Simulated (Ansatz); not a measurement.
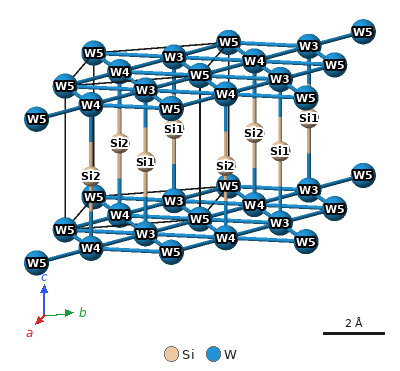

Crystalline Si$_{2}$W$_{3}$ (a generated structure, set up in P6/mmm), before the relaxation. The picture is a ball-and-stick view of the cell of the calculation, repeated 2 × 2 × 1 with one cell outlined, seen slightly off an axis.

The calculation used DFT PBE, scalar-relativistic, plane waves, PAW in Ansatz.

Input
```yaml
crystal:
  lattice:
    - [4.7289744051, 0.0, 0.0]
    - [-2.3644872025, 4.0954119686, 0.0]
    - [0.0, 0.0, 4.9276330123]
  atoms:
    - { symbol: Si, position: [0.3333333333, 0.6666666667, 0.5] }
    - { symbol: Si, position: [0.6666666667, 0.3333333333, 0.5] }
    - { symbol: W, position: [0.3333333333, 0.6666666667, 0.0] }
    - { symbol: W, position: [0.6666666667, 0.3333333333, 0.0] }
    - { symbol: W, position: [0.0, 0.0, 0.0] }
basis:
  ecutwfc: 420
kpoints:
  mp_grid: { grid: [12, 12, 8] }
hamiltonian:
  xc: pbe
scf:
  occupations: { method: gaussian, width: 0.1 }
output:
  forces: true
  stress: true
  eigenvalues: true
relax:
  adjacent_minimum: "off"
  f_tol: 0.01
  max_steps: 80
  cell: { stress_tol: 0.05 }
```

Launched with:
```bash
ansatz run input.yaml --threads 1 --pin off --max-ram 2560MiB --backend cpu --events-out ev --progress --plain --runs-dir out
```

### Predict the outcome.

No atom moves by more than 0.005 Å relative to the cell. The volume changes by −0.4 %, with a = b 4.729 → 4.731 Å (0.0 %), c 4.928 → 4.905 Å (−0.5 %). Among the contacts that change: Si1–W3 2.464 → 2.452 Å. The space group stays P6/mmm (No. 191). After 3 accepted moves (4 points after the start) the energy has fallen by 2.4 meV per cell of the calculation. All forces vanish by symmetry, so only the cell relaxes. The pressure goes from −0.57 to 0.00 GPa. The SCF was repeated once at an unchanged geometry on a basis and grid sized afresh for the cell, which shifted the energy by 0.1 meV per cell of the calculation at most. The run took 78 s on 1 thread of Intel(R) Xeon(R) Platinum 8259CL CPU @ 2.50GHz (Skylake/Cascade Lake), with other jobs on the host, peak memory 0.55 GiB.

The structure at the end:

```
CELL_PARAMETERS angstrom
4.73083 0.00000 0.00000
-2.36541 4.09702 0.00000
0.00000 0.00000 4.90484
ATOMIC_POSITIONS crystal
Si 0.33333 0.66667 0.50000
Si 0.66667 0.33333 0.50000
W 0.33333 0.66667 0.00000
W 0.66667 0.33333 0.00000
W 0.00000 0.00000 0.00000
```
